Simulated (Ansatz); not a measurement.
# Run report: NaCl, molecular dynamics (part 2 of 2)

Continued. System: NaCl (Fm-3m, 16 atoms in the cell). Method: DFT, PBE, plane waves, PAW, no spin polarisation (Ansatz 0.2.0); cutoff 420 eV, 2×2×2 k-mesh, Fermi–Dirac smearing of 0.02 eV. The structure was built on a prototype by a generator. The geometry comes from this level: r2SCAN. It belongs to a series of runs on one base structure; here: npt_langevin at 100 K.

Geometry of the input (Å; fractional positions):
```
0.0000  5.6054  5.6054
5.6054  0.0000  5.6054
5.6054  5.6054  0.0000
Na 0.0000  0.0000  0.0000
Cl 0.2500  0.2500  0.2500
Na 0.0000  -0.0000  0.5000
Cl 0.2500  0.2500  0.7500
Na 0.0000  0.5000  -0.0000
Cl 0.2500  0.7500  0.2500
Na 0.0000  0.5000  0.5000
Cl 0.2500  0.7500  0.7500
Na 0.5000  0.0000  -0.0000
Cl 0.7500  0.2500  0.2500
Na 0.5000  0.0000  0.5000
Cl 0.7500  0.2500  0.7500
Na 0.5000  0.5000  -0.0000
Cl 0.7500  0.7500  0.2500
Na 0.5000  0.5000  0.5000
Cl 0.7500  0.7500  0.7500
```

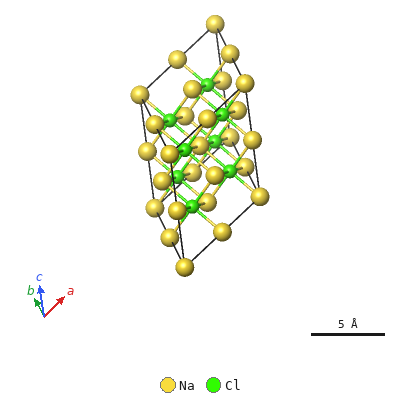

Figure 1. The structure as given in the input (ball-and-stick view of the cell of the calculation, seen at an oblique angle).

What the program printed, continued
```
md step    13: t =    26.00 fs  T =    68.9 K  F+E_penalty+E_count = -20556.31356993 eV  E_kin = 0.142409 eV  conserved = -20556.21639112 eV  P_inst = 0.9384 GPa  V = 358.6851 Å³  selection 1  (4 SCF iters)
SCF 15 converged in 4 iterations: F = -20556.307214 eV  dr2 = 2.34e-9
md step    14: t =    28.00 fs  T =    63.5 K  F+E_penalty+E_count = -20556.30721367 eV  E_kin = 0.131266 eV  conserved = -20556.21637262 eV  P_inst = 0.8754 GPa  V = 359.6751 Å³  selection 1  (4 SCF iters)
SCF 16 converged in 4 iterations: F = -20556.300648 eV  dr2 = 3.94e-9
md step    15: t =    30.00 fs  T =    60.7 K  F+E_penalty+E_count = -20556.30064810 eV  E_kin = 0.125522 eV  conserved = -20556.21637789 eV  P_inst = 0.8141 GPa  V = 360.6732 Å³  selection 1  (4 SCF iters)
SCF 17 converged in 4 iterations: F = -20556.294848 eV  dr2 = 7.62e-9
md step    16: t =    32.00 fs  T =    56.4 K  F+E_penalty+E_count = -20556.29484780 eV  E_kin = 0.116653 eV  conserved = -20556.21637237 eV  P_inst = 0.7455 GPa  V = 361.7593 Å³  selection 1  (4 SCF iters)
SCF 18 converged in 5 iterations: F = -20556.289807 eV  dr2 = 8.54e-9
md step    17: t =    34.00 fs  T =    55.4 K  F+E_penalty+E_count = -20556.28980698 eV  E_kin = 0.114498 eV  conserved = -20556.21637554 eV  P_inst = 0.6745 GPa  V = 362.9054 Å³  selection 1  (5 SCF iters)
SCF 19 converged in 5 iterations: F = -20556.285080 eV  dr2 = 3.10e-9
md step    18: t =    36.00 fs  T =    51.3 K  F+E_penalty+E_count = -20556.28508002 eV  E_kin = 0.106138 eV  conserved = -20556.21638106 eV  P_inst = 0.5966 GPa  V = 364.1318 Å³  selection 1  (5 SCF iters)
SCF 20 converged in 4 iterations: F = -20556.280307 eV  dr2 = 7.58e-9
md step    19: t =    38.00 fs  T =    54.1 K  F+E_penalty+E_count = -20556.28030747 eV  E_kin = 0.111936 eV  conserved = -20556.21638428 eV  P_inst = 0.5208 GPa  V = 365.4027 Å³  selection 1  (4 SCF iters)
SCF 21 converged in 6 iterations: F = -20556.275140 eV  dr2 = 9.15e-10
md step    20: t =    40.00 fs  T =    56.1 K  F+E_penalty+E_count = -20556.27514030 eV  E_kin = 0.115923 eV  conserved = -20556.21639302 eV  P_inst = 0.4452 GPa  V = 366.6787 Å³  selection 1  (6 SCF iters)
SCF 22 converged in 5 iterations: F = -20556.270282 eV  dr2 = 5.44e-9
md step    21: t =    42.00 fs  T =    54.0 K  F+E_penalty+E_count = -20556.27028152 eV  E_kin = 0.111713 eV  conserved = -20556.21639340 eV  P_inst = 0.3655 GPa  V = 367.9890 Å³  selection 1  (5 SCF iters)
SCF 23 converged in 5 iterations: F = -20556.266231 eV  dr2 = 1.72e-9
md step    22: t =    44.00 fs  T =    57.7 K  F+E_penalty+E_count = -20556.26623147 eV  E_kin = 0.119379 eV  conserved = -20556.21641199 eV  P_inst = 0.2855 GPa  V = 369.3548 Å³  selection 1  (5 SCF iters)
SCF 24 converged in 4 iterations: F = -20556.261861 eV  dr2 = 4.66e-9
md step    23: t =    46.00 fs  T =    53.2 K  F+E_penalty+E_count = -20556.26186067 eV  E_kin = 0.110044 eV  conserved = -20556.21639392 eV  P_inst = 0.2018 GPa  V = 370.7179 Å³  selection 1  (4 SCF iters)
SCF 25 converged in 4 iterations: F = -20556.256869 eV  dr2 = 4.44e-9
md step    24: t =    48.00 fs  T =    52.9 K  F+E_penalty+E_count = -20556.25686897 eV  E_kin = 0.109336 eV  conserved = -20556.21638399 eV  P_inst = 0.1245 GPa  V = 372.0326 Å³  selection 1  (4 SCF iters)
SCF 26 converged in 4 iterations: F = -20556.251944 eV  dr2 = 6.14e-9
md step    25: t =    50.00 fs  T =    52.9 K  F+E_penalty+E_count = -20556.25194439 eV  E_kin = 0.109364 eV  conserved = -20556.21637775 eV  P_inst = 0.0514 GPa  V = 373.2884 Å³  selection 1  (4 SCF iters)
SCF 27 converged in 5 iterations: F = -20556.247379 eV  dr2 = 3.82e-9
md step    26: t =    52.00 fs  T =    49.0 K  F+E_penalty+E_count = -20556.24737853 eV  E_kin = 0.101335 eV  conserved = -20556.21638021 eV  P_inst = -0.0221 GPa  V = 374.5154 Å³  selection 1  (5 SCF iters)
SCF 28 converged in 5 iterations: F = -20556.242994 eV  dr2 = 4.22e-9
md step    27: t =    54.00 fs  T =    51.8 K  F+E_penalty+E_count = -20556.24299402 eV  E_kin = 0.107066 eV  conserved = -20556.21638468 eV  P_inst = -0.0918 GPa  V = 375.7474 Å³  selection 1  (5 SCF iters)
SCF 29 converged in 4 iterations: F = -20556.238817 eV  dr2 = 7.31e-9
md step    28: t =    56.00 fs  T =    54.0 K  F+E_penalty+E_count = -20556.23881736 eV  E_kin = 0.111706 eV  conserved = -20556.21638957 eV  P_inst = -0.1609 GPa  V = 376.9678 Å³  selection 1  (4 SCF iters)
SCF 30 converged in 4 iterations: F = -20556.234847 eV  dr2 = 7.61e-9
md step    29: t =    58.00 fs  T =    57.3 K  F+E_penalty+E_count = -20556.23484667 eV  E_kin = 0.118479 eV  conserved = -20556.21640242 eV  P_inst = -0.2295 GPa  V = 378.1972 Å³  selection 1  (4 SCF iters)
Crystal: 16 atoms, lattice volume = 379.386 Å³
iter 1 solved again at ethr=8.63e-7 eV; its pass at ethr=3.10e-3 eV (dr2=1.10e-3 eV) is discarded
SCF iter   1: F=—  HF=-20556.230890 eV  |F-HF|=—  |Δ(HF+E_count)|=         —  Δρ=6.59e-4  dr2=1.13e-3  ethr=8.63e-7  ⟨swp⟩=3.9  Hψ=2897  notcnv=0  defer=1
preconditioner: auto → Resta (q_TF=auto, 2.276 Å⁻¹)  ε∞=2.6  [insulator: Δε(μ)=4.838 eV  Ē_g=12.040 eV  σ=0.020 eV  W_gap=1.00  n_scr=64 (ndim 8)  ℏωp=15.3 eV  f_vac=0.047  D(μ)=0.00/eV (n_scr^D=0)  ε∞_Penn≈2.6]
SCF iter   2: F=—  HF=-20556.230504 eV  |F-HF|=—  |Δ(HF+E_count)|=   3.86e-4  Δρ=3.31e-4  dr2=2.80e-4  ethr=8.63e-7  ⟨swp⟩=2.0  Hψ=778  notcnv=0  defer=1
SCF iter   3: F=—  HF=-20556.230385 eV  |F-HF|=—  |Δ(HF+E_count)|=   1.18e-4  Δρ=3.67e-5  dr2=6.08e-6  ethr=2.19e-7  ⟨swp⟩=2.0  Hψ=846  notcnv=0  defer=1
SCF iter   4: F=—  HF=-20556.230726 eV  |F-HF|=—  |Δ(HF+E_count)|=   3.41e-4  Δρ=1.18e-5  dr2=4.85e-7  ethr=4.75e-9  ⟨swp⟩=2.0  Hψ=1144  notcnv=0  defer=1
SCF iter   5: F=—  HF=-20556.230726 eV  |F-HF|=—  |Δ(HF+E_count)|=   2.17e-7  Δρ=2.55e-6  dr2=2.83e-8  ethr=3.79e-10  ⟨swp⟩=2.6  Hψ=1099  notcnv=0  defer=1
SCF iter   6: F=-20556.230726 eV  HF=-20556.230726 eV  |F-HF|=2.35e-9  |Δ(HF+E_count)|=   1.26e-8  Δρ=6.23e-7  dr2=1.31e-9  ethr=1.25e-11  ⟨swp⟩=4.0  Hψ=1927  notcnv=0
SCF 31 converged in 6 iterations: F = -20556.230726 eV  dr2 = 1.31e-9
md step    30: t =    60.00 fs  T =    63.2 K  F+E_penalty+E_count = -20556.23072626 eV  E_kin = 0.130610 eV  conserved = -20556.21640444 eV  P_inst = -0.2936 GPa  V = 379.3856 Å³  selection 1  (6 SCF iters)
Basis set: ecut = 420 eV, 7391 PW (Γ), exchange–correlation on 120×120×120 points (8 copies of the dense FFT grid, shifted against one another)
Initial wavefunctions: pseudopotential atomic-orbital guess (no wavefunctions were taken with the density)
iter 1 solved again at ethr=2.24e-7 eV; its pass at ethr=3.10e-3 eV (dr2=2.87e-4 eV) is discarded
SCF iter   1: F=—  HF=-20556.230729 eV  |F-HF|=—  |Δ(HF+E_count)|=         —  Δρ=4.17e-6  dr2=1.55e-8  ethr=2.24e-7  ⟨swp⟩=4.2  Hψ=4109  notcnv=0  defer=5
eigensolver tolerance schedule: the retry pair's looser diagonalisation over-reported the residual by 18484.78 of it (diagonalisation noise at an unbounded share of the residual, at the tolerance the schedule requests for it); recorded, not acted on — ethr = c·dr2/N_el stays at c = 1.0e-1
preconditioner: auto → Resta (q_TF=auto, 2.276 Å⁻¹)  ε∞=2.6  [insulator: Δε(μ)=4.834 eV  Ē_g=12.038 eV  σ=0.020 eV  W_gap=1.00  n_scr=64 (ndim 8)  ℏωp=15.3 eV  f_vac=0.046  D(μ)=0.00/eV (n_scr^D=0)  ε∞_Penn≈2.6]
SCF iter   2: F=—  HF=-20556.230675 eV  |F-HF|=—  |Δ(HF+E_count)|=   5.37e-5  Δρ=2.30e-6  dr2=5.49e-9  ethr=1.21e-11  ⟨swp⟩=5.0  Hψ=2435  notcnv=0
SCF iter   3: F=-20556.230675 eV  HF=-20556.230675 eV  |F-HF|=1.90e-9  |Δ(HF+E_count)|=   3.73e-9  Δρ=1.01e-6  dr2=9.04e-10  ethr=4.29e-12  ⟨swp⟩=2.0  Hψ=2257  notcnv=0
SCF 32 converged in 3 iterations: F = -20556.230675 eV  dr2 = 9.04e-10
SCF converged after 3 iterations
Free energy (F): -20556.230675 eV
Harris-Foulkes:  -20556.230675 eV  (|F-HF|=1.90e-9)
Internal energy: -20556.230675 eV  (E = F + TS)
E sigma→0 (E₀):  -20556.230675 eV
Fermi energy:    3.173129 eV
--- Per-component energies (eV) ---
  E_band       = -1931.550678
  E_kinetic    = 2261.058336
  E_local      = -12485.278789  (includes V_loc(G=0)·N_el)
  E_nonlocal   = 1147.990075
  E_hartree    = 4411.972883
  E_xc         = -1175.111204
  E_vxc        = -1384.861451  (∫ρ·V_xc dr)
  E_paw        = -7380.273890  (= ΣΔE_a)
  E_vpaw       = -294.405766  (= ΣTr[D̂ρ^β])
  E_aug_tail   = 0.000429  (compensation charges beyond the density's cutoff)
  E_ewald      = -7336.588515
  E_smearing   = -0.000000  (= −TS)
  E_closure    = -0.000000  (closes the sum)
  Σ components = -20556.230675   (vs F -20556.230675, Δ=0.00e0)
--- Forces (eV/Å), atoms counted from 1 ---
  atom   1  Na    -0.00108982     0.16236218     0.16429279
  atom   2  Cl     0.05349538     0.08945075     0.18473308
  atom   3  Na    -0.09824482    -0.04719657     0.02214992
  atom   4  Cl    -0.23437833     0.06531514     0.03511220
  atom   5  Na    -0.09160207    -0.01326293    -0.19387909
  atom   6  Cl    -0.21561687    -0.00386089     0.24931489
  atom   7  Na    -0.18108099     0.09516780    -0.09227891
  atom   8  Cl     0.02064741     0.23115862     0.23270081
  atom   9  Na     0.08679540    -0.25118844    -0.19105994
  atom  10  Cl     0.05900675    -0.17967383    -0.01758346
  atom  11  Na     0.01173001    -0.10038790    -0.05413393
  atom  12  Cl    -0.13008682    -0.18246843     0.06177009
  atom  13  Na     0.07509201     0.00778821    -0.03222158
  atom  14  Cl     0.14866342     0.15921507    -0.22382913
  atom  15  Na     0.12504630     0.03860291    -0.03763419
  atom  16  Cl     0.37161820    -0.07102011    -0.10745773
  max |Σ_I F_I| component: 4.85e-6 eV/Å
--- Stress (GPa, compression-positive) ---
       -0.384549       0.002081       0.011231
        0.002081      -0.340883      -0.027692
        0.011231      -0.027692      -0.263005
  P = ⅓ Tr σ = -0.3295 GPa (-3.295 kbar)
--- MD trajectory: 30 steps, t = 0.0 → 60.0 fs ---
  final state: T = 63.2 K   F+E_penalty+E_count = -20556.23072626 eV   E_kin = 0.130610 eV
  conserved energy: peak-to-peak 4.566e-5 eV (2.854e-6 eV/atom) over 60.0 fs
  cell: V = 379.3856 Å³ at the end; means of 31 rows, the approach among them: V = 362.6450 Å³, P_inst = 0.7014 GPa
  mean static stress (GPa): xx 0.6779  yy 0.6355  zz 0.6728  yz -0.0122  xz 0.0043  xy 0.0008
  the result is of one more SCF, on plane waves selected at the last cell: its energy does not rank with the rows'
```
